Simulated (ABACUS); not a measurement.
**Geometry relaxation, with input and output: Rh (part 2 of 2)**

Continued. System: Rh (Fm-3m, 1 atom in the cell). Method: Kohn-Sham DFT of a periodic cell, LDA, PseudoDojo NC SR 0.4.1 LDA standard, no spin polarisation (ABACUS 3.10.1); cutoff 1360.57 eV, 11×11×11 k-mesh, fermi-dirac of 0.05 eV. The structure derives from an entry of the Crystallography Open Database.

Geometry of the input (Å; fractional positions):
```
2.6840  0.0000  0.0000
1.3420  2.3244  0.0000
1.3420  0.7748  2.1914
Rh 0.0000  0.0000  0.0000
```

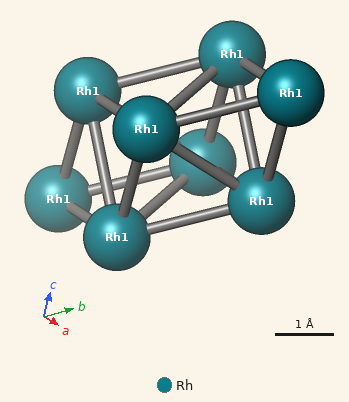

Fig. 1: The geometry at step 1 of the log (ball-and-stick view of the cell of the calculation, seen slightly off an axis; atoms are numbered from 1 in the order of the input).

What the program printed, continued:
```
----------------------------------------------------------
 E_KohnSham     -234.5784279608      -3191.6032481499
 E_Harris       -238.1350639330      -3239.9937630826
 E_Fermi        1.7980028956         24.4630844007
----------------------------------------------------------

 LCAO ALGORITHM --------------- ION=   1  ELEC=   2--------------------------------

 Density error is 0.0329161331783
----------------------------------------------------------
     Energy           Rydberg                 eV
----------------------------------------------------------
 E_KohnSham     -234.6153671256      -3192.1058312696
 E_Harris       -232.7238885291      -3166.3709447130
 E_Fermi        1.6604730136         22.5918943603
----------------------------------------------------------

 LCAO ALGORITHM --------------- ION=   1  ELEC=   3--------------------------------

 Density error is 0.00362517129526
----------------------------------------------------------
     Energy           Rydberg                 eV
----------------------------------------------------------
 E_KohnSham     -234.6232650622      -3192.2132882109
 E_Harris       -234.6572013534      -3192.6750151401
 E_Fermi        1.7101259172         23.2674567709
----------------------------------------------------------

 LCAO ALGORITHM --------------- ION=   1  ELEC=   4--------------------------------

 Density error is 0.000226184588698
----------------------------------------------------------
     Energy           Rydberg                 eV
----------------------------------------------------------
 E_KohnSham     -234.6232682886      -3192.2133321076
 E_Harris       -234.6233472137      -3192.2144059385
 E_Fermi        1.7087193630         23.2483196194
----------------------------------------------------------

 LCAO ALGORITHM --------------- ION=   1  ELEC=   5--------------------------------

 Density error is 6.15030953308e-05
----------------------------------------------------------
     Energy           Rydberg                 eV
----------------------------------------------------------
 E_KohnSham     -234.6232682797      -3192.2133319866
 E_Harris       -234.6216607827      -3192.1914608679
 E_Fermi        1.7086382052         23.2472154117
----------------------------------------------------------

 LCAO ALGORITHM --------------- ION=   1  ELEC=   6--------------------------------

 Density error is 5.60036639563e-06
----------------------------------------------------------
     Energy           Rydberg                 eV
----------------------------------------------------------
 E_KohnSham     -234.6232682836      -3192.2133320401
 E_Harris       -234.6231419319      -3192.2116129363
 E_Fermi        1.7086839709         23.2478380849
----------------------------------------------------------

 LCAO ALGORITHM --------------- ION=   1  ELEC=   7--------------------------------

 Density error is 1.21875910616e-07
----------------------------------------------------------
     Energy           Rydberg                 eV
----------------------------------------------------------
 E_KohnSham     -234.6232682838      -3192.2133320422
 E_Harris       -234.6232725971      -3192.2133907272
 E_Fermi        1.7086881833         23.2478953982
----------------------------------------------------------

 LCAO ALGORITHM --------------- ION=   1  ELEC=   8--------------------------------

 Density error is 1.41974067465e-08
----------------------------------------------------------
     Energy           Rydberg                 eV
----------------------------------------------------------
 E_KohnSham     -234.6232682836      -3192.2133320397
 E_KS(sigma->0) -234.6227729710      -3192.2065929666
 E_Harris       -234.6232674752      -3192.2133210408
 E_band         -5.2833109209        -71.8831328299
 E_one_elec     -47.4947852195       -646.1997042718
 E_Hartree      36.8121230495        500.8546289509
 E_xc           -37.6985009627       -512.9144191509
 E_Ewald        -186.2411145258      -2533.9403594218
 E_entropy(-TS) -0.0009906251        -0.0134781461
 E_descf        0.0000000000         0.0000000000
 E_exx          0.0000000000         0.0000000000
 E_Fermi        1.7086880385         23.2478934274
----------------------------------------------------------

 charge density convergence is achieved
 final etot is -3192.213332 eV
 EFERMI = 23.247893427 eV

 STATE ENERGY(eV) AND OCCUPATIONS    NSPIN == 1
 1/56 kpoint (Cartesian) = 0.0000 0.0000 0.0000 (361 pws)
       1       -55.5814     0.00150263
       2       -23.0611     0.00150263
       3       -23.0611     0.00150263
       4       -23.0611     0.00150263
       5        14.9802     0.00150263
       6        20.0080     0.00150263
       7        20.0080     0.00150263
       8        20.0080     0.00150263
       9        22.2483     0.00150263
      10        22.2483     0.00150263
      11        39.4166        0.00000
      12        45.0722        0.00000
      13        45.0722        0.00000

 2/56 kpoint (Cartesian) = 0.034149 0.019716 0.013941 (365 pws)
       1       -55.5712      0.0120210
       2       -23.1286      0.0120210
       3       -23.0702      0.0120210
       4       -23.0702      0.0120210
       5        15.3178      0.0120210
       6        19.8602      0.0120210
       7        20.1380      0.0120210
       8        20.1380      0.0120210
       9        22.1750      0.0120210
      10        22.1750      0.0120210
      11        39.9172        0.00000
      12        43.8082        0.00000
      13        45.6134        0.00000

 3/56 kpoint (Cartesian) = 0.068297 0.039431 0.027882 (378 pws)
       1       -55.5437      0.0120210
       2       -23.3077      0.0120210
       3       -23.0944      0.0120210
       4       -23.0944      0.0120210
       5        16.1820      0.0120210
       6        19.6388      0.0120210
       7        20.3762      0.0120210
       8        20.3762      0.0120210
       9        22.1411      0.0120210
      10        22.1411      0.0120210
      11        40.7526        0.00000
      12        41.2688        0.00000
      13        47.1289        0.00000

 4/56 kpoint (Cartesian) = 0.10245 0.059147 0.041823 (379 pws)
       1       -55.5074      0.0120210
       2       -23.5382      0.0120210
       3       -23.1260      0.0120210
       4       -23.1260      0.0120210
       5        16.9232      0.0120210
       6        20.1098      0.0120210
       7        20.3568      0.0120210
       8        20.3568      0.0120210
       9        22.5475      0.0120210
      10        22.5475      0.0120210
      11        37.9823        0.00000
      12        41.1105        0.00000
      13        48.5700        0.00000

 5/56 kpoint (Cartesian) = 0.13659 0.078863 0.055764 (383 pws)
       1       -55.4739      0.0120210
       2       -23.7462      0.0120210
       3       -23.1549      0.0120210
       4       -23.1549      0.0120210
       5        16.9944      0.0120210
       6        20.1294      0.0120210
       7        20.1294      0.0120210
       8        21.7817      0.0120210
       9        23.2681     0.00481434
      10        23.2681     0.00481434
      11        34.9597        0.00000
      12        39.9586        0.00000
      13        46.4928        0.00000

 6/56 kpoint (Cartesian) = 0.17074 0.098578 0.069705 (382 pws)
       1       -55.4539      0.0120210
       2       -23.8682      0.0120210
       3       -23.1720      0.0120210
       4       -23.1720      0.0120210
       5        16.8507      0.0120210
       6        19.9604      0.0120210
       7        19.9604      0.0120210
       8        23.5722    1.82884e-05
       9        23.8071    1.67065e-07
      10        23.8071    1.67065e-07
      11        32.5308    2.81550e-83
      12        39.1528        0.00000
      13        45.0029        0.00000

[... levels at 50 further k points ...]

 correction force for each atom along direction 1 is -2.68938e-14
 correction force for each atom along direction 2 is -2.84322e-15
 correction force for each atom along direction 3 is -9.77592e-14
------------------------------------------------------------------------------------------
 TOTAL-FORCE (eV/Angstrom)
------------------------------------------------------------------------------------------
                       Rh1         0.0000000000         0.0000000000         0.0000000000
------------------------------------------------------------------------------------------

----------------------------------------------------------------
 TOTAL-STRESS (KBAR)
----------------------------------------------------------------
        -0.1843351512         0.0000000000         0.0000000000
         0.0000000000        -0.1843351512         0.0000000000
         0.0000000000         0.0000000000        -0.1843351512
----------------------------------------------------------------
 TOTAL-PRESSURE: -0.184335 KBAR

 --------------------------------------------
 !FINAL_ETOT_IS -3192.2133320396637828 eV
 --------------------------------------------
```

File opt.log:
```
      Step          Energy          fmax
BFGS:    0    -3192.206009        0.609437
BFGS:    1    -3192.213322        0.041100
BFGS:    2    -3192.213332        0.001535
```

Standard output:
```
ABACUS v3.10.1

               Atomic-orbital Based Ab-initio Computation at UStc

 dft_functional readin is: pz
 dft_functional in pseudopot file is: SLAPWNOGXNOGC
 Please make sure this is what you need

%%%%%%%%%%%%%%%%%%%%%%%%%%%%%%%%%%%%%%%%%%%%%%%%%%%%%%%%%%%%%%%%%%%%%%%%%%%%%%%%%%%%%%%%%%%%%%%%%%%%%%%%%
 Warning: the number of valence electrons in pseudopotential > 9 for Rh: [Kr] 4d8 5s1
 Pseudopotentials with additional electrons can yield (more) accurate outcomes, but may be less efficient.
 If you're confident that your chosen pseudopotential is appropriate, you can safely ignore this warning.
%%%%%%%%%%%%%%%%%%%%%%%%%%%%%%%%%%%%%%%%%%%%%%%%%%%%%%%%%%%%%%%%%%%%%%%%%%%%%%%%%%%%%%%%%%%%%%%%%%%%%%%%%

 UNIFORM GRID DIM        : 36 * 36 * 36
 UNIFORM GRID DIM(BIG)   : 12 * 12 * 12
 ---------------------------------------------------------
 Self-consistent calculations for electrons
 ---------------------------------------------------------
 SPIN    KPOINTS         PROCESSORS  THREADS     NBASE
 1       56              4           4           26
 ---------------------------------------------------------
 Use Systematically Improvable Atomic bases
 ---------------------------------------------------------
 ELEMENT ORBITALS        NBASE       NATOM       XC
 Rh      3s2p2d1f-7au    26          1
 ---------------------------------------------------------
 Initial plane wave basis and FFT box
 ---------------------------------------------------------
 -------------------------------------------
 SELF-CONSISTENT :
 -------------------------------------------
 START CHARGE      : atomic
 ITER       ETOT/eV          EDIFF/eV         DRHO     TIME/s
 GE1     -3.19160325e+03   0.00000000e+00   6.9365e-02   1.21
 GE2     -3.19210583e+03  -5.02583120e-01   3.2916e-02   0.86
 GE3     -3.19221329e+03  -1.07456941e-01   3.6252e-03   0.81
 GE4     -3.19221333e+03  -4.38967697e-05   2.2618e-04   0.94
 GE5     -3.19221333e+03   1.21051303e-07   6.1503e-05   0.85
 GE6     -3.19221333e+03  -5.35084510e-08   5.6004e-06   0.85
 GE7     -3.19221333e+03  -2.10711302e-09   1.2188e-07   0.88
 GE8     -3.19221333e+03   2.52551938e-09   1.4197e-08   1.05
----------------------------------------------------------------
 TOTAL-STRESS (KBAR)
----------------------------------------------------------------
        -0.1843351512         0.0000000000         0.0000000000
         0.0000000000        -0.1843351512         0.0000000000
         0.0000000000         0.0000000000        -0.1843351512
----------------------------------------------------------------
 TOTAL-PRESSURE: -0.184335 KBAR
```

File mulliken.txt:
```
 0
CALCULATE THE MULLIkEN ANALYSIS FOR EACH ATOM
 Total charge:	17
Decomposed Mulliken populations
0                             Zeta of Rh              Spin 1
s                                      0              1.9969
s                                      1              0.7264
s                                      2             -0.0687
SUM OVER M+Zeta                                       2.6546

pz                                     0              1.9961
px                                     0              1.9971
py                                     0              1.9953
SUM OVER M                                            5.9884
pz                                     1              0.0782
px                                     1              0.3193
py                                     1              0.1130
SUM OVER M                                            0.5104
SUM OVER M+Zeta                                       6.4989

dz^2                                   0              1.4366
dxz                                    0              1.7749
dyz                                    0              1.8083
dx^2-y^2                               0              1.1318
dxy                                    0              1.5658
SUM OVER M                                            7.7174
dz^2                                   1             -0.0010
dxz                                    1              0.0011
dyz                                    1              0.0008
dx^2-y^2                               1             -0.0015
dxy                                    1             -0.0060
SUM OVER M                                           -0.0065
SUM OVER M+Zeta                                       7.7109

fz^3                                   0              0.0195
fxz^2                                  0              0.0193
fyz^2                                  0              0.0259
fzx^2-zy^2                             0              0.0118
fxyz                                   0              0.0296
fx^3-3*xy^2                            0              0.0167
f3yx^2-y^3                             0              0.0129
SUM OVER M                                            0.1357
SUM OVER M+Zeta                                       0.1357

SUM OVER M+Zeta+L                                    17.0000

Total Charge on atom:                 Rh             17.0000
```

Trajectory as extended XYZ (Å, eV, eV/Å), 3 frames, from step=0 to step=2:
```
1
Lattice="2.6840 0.0000 0.0000 1.3420 2.3244 0.0000 1.3420 0.7748 2.1914" Properties=species:S:1:pos:R:3:forces:R:3 step=0 energy=-3192.20601 pressure_GPa=-7.14
Rh    0.0000    0.0000    0.0000    0.0000   0.0000   0.0000
1
Lattice="2.6607 0.0000 0.0000 1.3303 2.3042 -0.0000 1.3303 0.7681 2.1725" Properties=species:S:1:pos:R:3:forces:R:3 step=1 energy=-3192.21332 pressure_GPa=0.49
Rh    0.0000    0.0000    0.0000    0.0000   0.0000   0.0000
1
Lattice="2.6622 0.0000 -0.0000 1.3311 2.3055 -0.0000 1.3311 0.7685 2.1736" Properties=species:S:1:pos:R:3:forces:R:3 step=2 energy=-3192.21333 pressure_GPa=-0.02
Rh    0.0000    0.0000    0.0000    0.0000   0.0000   0.0000
```

Results in brief:

- outcome: converged
- space group (tolerance 0.01 Å): Fm-3m (225)
- electrons treated: 17
- free energy: −3192.2133 eV
- Fermi energy: 23.248 eV
- gap on the k-point mesh: none (metallic)
- pressure: −0.02 GPa
- final volume: 13.34 Å³
- largest force (length of the vector) at the end: under 0.001 eV/Å
- final cell: a = 2.662 Å, b = 2.662 Å, c = 2.662 Å, α = 60.00°, β = 60.00°, γ = 60.00°
- wall time: 27 s (CPU time 1.8 min)
- peak memory: 0.36 GiB

Points of doubt noted for this run: home made orbitals.
